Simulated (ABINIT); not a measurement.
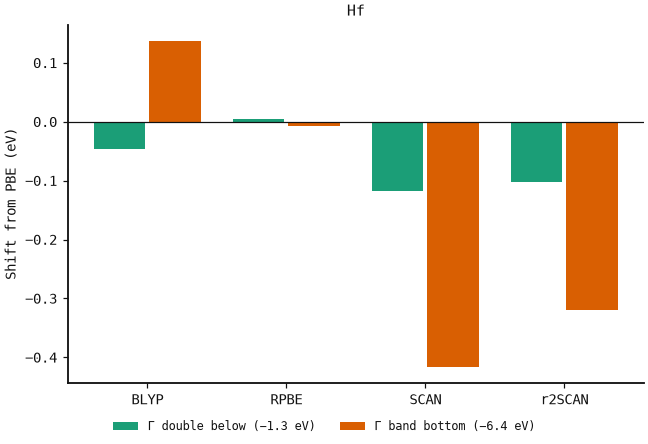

Levels near the Fermi level of simple cubic Hf, space group Pm-3m (No. 221), 1 atom in the cell (cubic a = 2.914 Å), a metal, by five methods on one cell, as shifts from PBE. Each level is counted from the Fermi level of its run and named by k point, degeneracy (spin aside) and side; the legend gives its PBE energy; the band bottom is the lowest valence level above the core-like shells.

Q: Which method departs most from PBE, and how?

A: SCAN: it moves Γ double below by −0.12 eV and Γ band bottom by −0.42 eV.

Q: How does the occupied bandwidth compare?

A: The Fermi level lies 6.29 eV (BLYP), 6.42 eV (PBE), 6.43 eV (RPBE), 6.84 eV (SCAN) and 6.74 eV (r2SCAN) above the band bottom.

| method | Γ double below (eV) | Γ band bottom (eV) |
| --- | --- | --- |
| BLYP | −1.38 | −6.29 |
| PBE | −1.33 | −6.42 |
| RPBE | −1.33 | −6.43 |
| SCAN | −1.45 | −6.84 |
| r2SCAN | −1.44 | −6.74 |

Settings. BLYP: JTH PAW PBE v2.0, 9×9×9 k mesh, 626 eV cutoff, Fermi-Dirac smearing of 0.05 eV (ABINIT 10.8.3 (patched build)). PBE: JTH PAW PBE v2.0, 9×9×9 k mesh, 626 eV cutoff, Fermi-Dirac smearing of 0.05 eV (ABINIT). RPBE: JTH PAW PBE v2.0, 9×9×9 k mesh, 626 eV cutoff, Fermi-Dirac smearing of 0.05 eV (ABINIT 10.8.3 (patched build)). SCAN: JTH PAW PBE v2.0, 9×9×9 k mesh, 626 eV cutoff, Fermi-Dirac smearing of 0.05 eV (ABINIT 10.8.3 (patched build)). r2SCAN: JTH PAW PBE v2.0, 9×9×9 k mesh, 626 eV cutoff, Fermi-Dirac smearing of 0.05 eV (ABINIT 10.8.3 (patched build)). No run carries moments or holds spin-orbit coupling.

Spin-orbit coupling is left out, which matters for Hf. The cell was built by a generator and needn't be a form met in nature. BLYP, RPBE, SCAN and r2SCAN: the PAW data sets were made with another functional. BLYP, PBE and RPBE: with so many states at the Fermi level a magnetic or distorted state may lie lower. The Fermi levels are those of this mesh and smearing.
